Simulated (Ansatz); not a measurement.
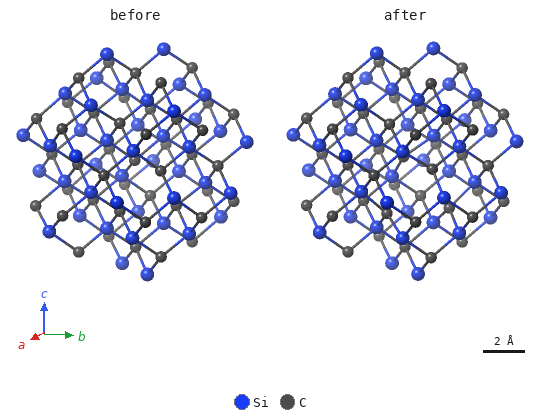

The structure of a defect cell of composition Si31C32 (cell charge −1) before (left) and after (right) a relaxation, at one scale.

A ball-and-stick model of the atoms within 5.8 Å of the atom that moves most (axes of the cell of the calculation (origin shifted)), seen slightly off an axis.

These are results of Ansatz 0.2.0, DFT, PBEsol, PAW, plane waves, not measurements. Set-up: plane-wave cutoff 420 eV; k-point mesh 1 × 1 × 1; collinear spin; atoms relaxed in a fixed cell; force threshold 0.03 eV/Å; at most 80 steps.

Question: Describe what moved and what it gained.

Answer: Over 4 geometry steps the energy falls by 1.889 eV per cell of the calculation. Largest force component: 1.8 eV/Å at the start, 0.0044 eV/Å at the end. The atom that moves furthest is a C atom (0.22 Å along [−2 −2 3]). By element the largest moves are C 0.22 Å, Si 0.07 Å. The cell doesn't change. Some distances before and after: C–Si 1.928 → 1.826 Å, C–Si 1.807 → 1.890 Å, C–Si 1.907 → 1.826 Å, C–Si 1.960 → 1.882 Å. Among the angles between lasting bonds that change: Si–C–Si 105.8° → 114.3°, C–Si–C 112.3° → 104.2°, C–Si–C 111.4° → 104.3°. The program noted that the starting moments weren't kept. The run took 32 s on 7 threads of Arm Neoverse-V2, peak memory 1.2 GiB.

Limits of the set-up: the cell is charged, on a uniform background, and energies carry no finite-size correction.
